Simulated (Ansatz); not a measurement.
The coordinates of a crystal:

```
Al
1.0
     3.09005    0.00000    0.00000
     0.00000    3.09005    0.00000
     0.00000    0.00000    3.09005
Al
2
Direct
  0.00000 0.00000 0.00000
  0.50000 0.50000 0.50000
```

Question: Characterise the structure given above.

Answer: The element is aluminium. The lattice is body-centred cubic and the space group Im-3m (No. 229). This arrangement goes by the name body-centred cubic (W type). The cell holds two atoms. Al is surrounded by eight Al in a cubic arrangement at 2.68 Å. The bonds build a three-dimensional framework.

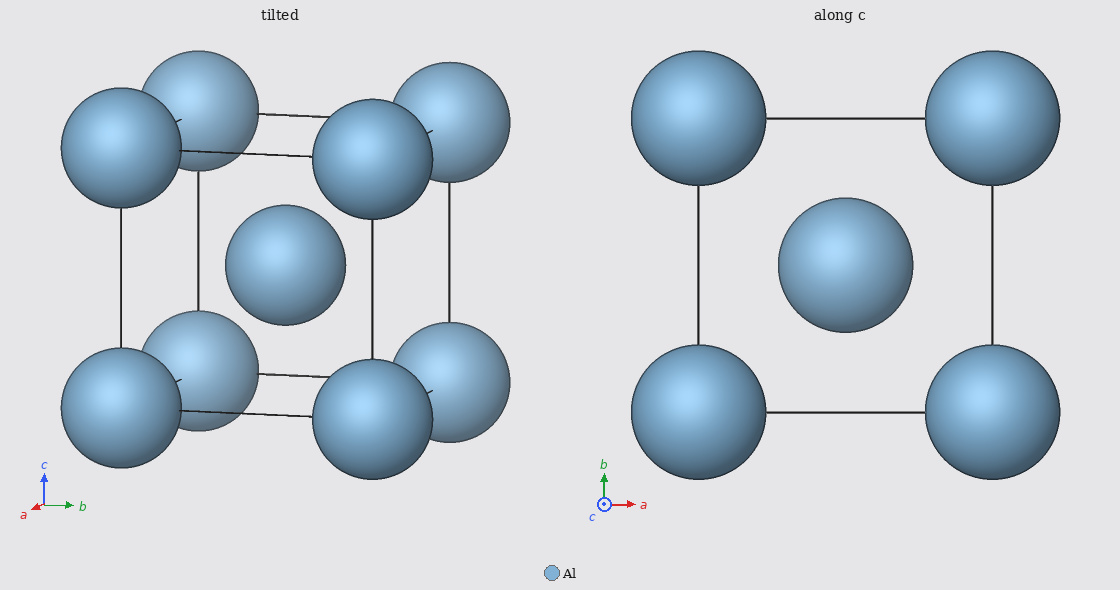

An orthographic spheres-only view of the structure, slightly off an axis and along the c axis. The conventional unit cell is outlined; an atom on or near a face, edge or corner is repeated at each equivalent position.

Provenance: a structure listed in the Materials Project. The cell was then strained or its atoms displaced on purpose. It was the input of a calculation with Ansatz.

At this level of theory the cell isn't at rest (compressed, at 9 GPa), so its distances can differ from those at equilibrium, the more so the softer the solid.
